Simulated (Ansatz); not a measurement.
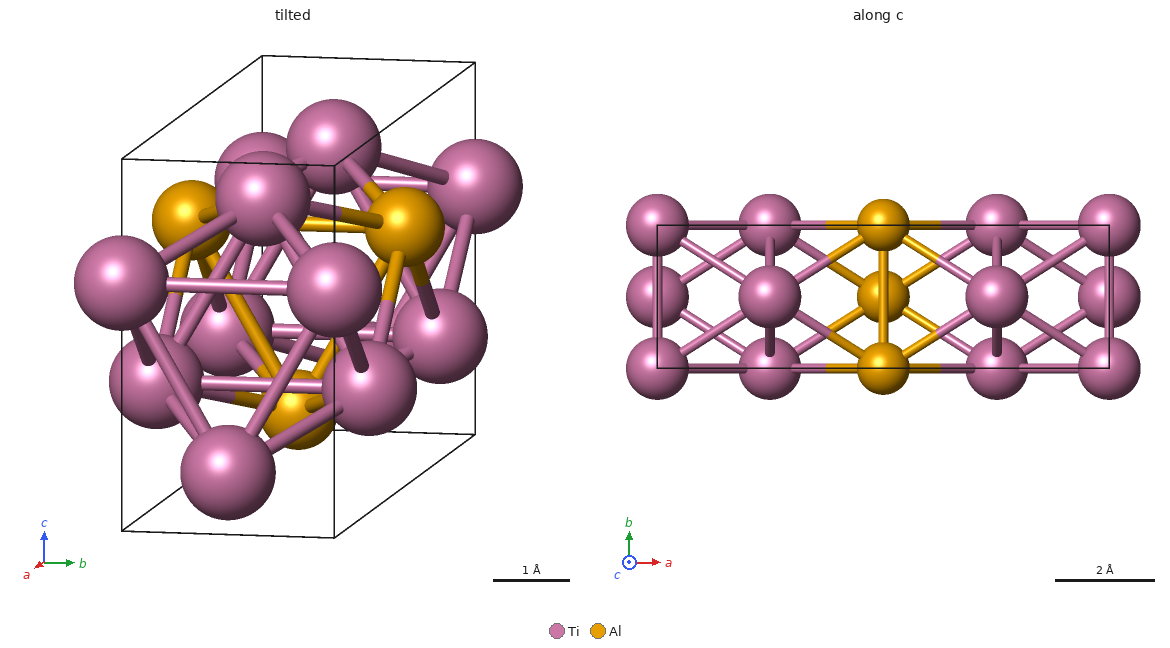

Shown here is a ball-and-stick view of the crystal, taken slightly off an axis and along the c axis. The frame is the conventional unit cell; atoms at its boundary are shown with their periodic copies.

Ti3Al, space group Amm2 (No. 38), a = 9.14 Å, b = 2.90 Å, c = 5.02 Å, α = 90.00°, β = 90.00°, γ = 90.00°.

Method: Ansatz 0.2.0, DFT PBEsol, scalar-relativistic, plane waves, PAW; plane-wave cutoff 420 eV, k-points about 0.14 Å⁻¹ apart, Gaussian smearing of 0.15 eV, no spin polarisation.

> What is the electronic character?

A metal: bands cross the Fermi level.

> Give the pressure and its sign.

The computed pressure is 0.1 GPa, close to zero. The stress isn't hydrostatic: its largest component is 1.1 GPa.

Source of the structure: a structure listed in the Materials Project. The cell was then strained or its atoms displaced on purpose. Ansatz was used for an electronic-structure calculation on it.
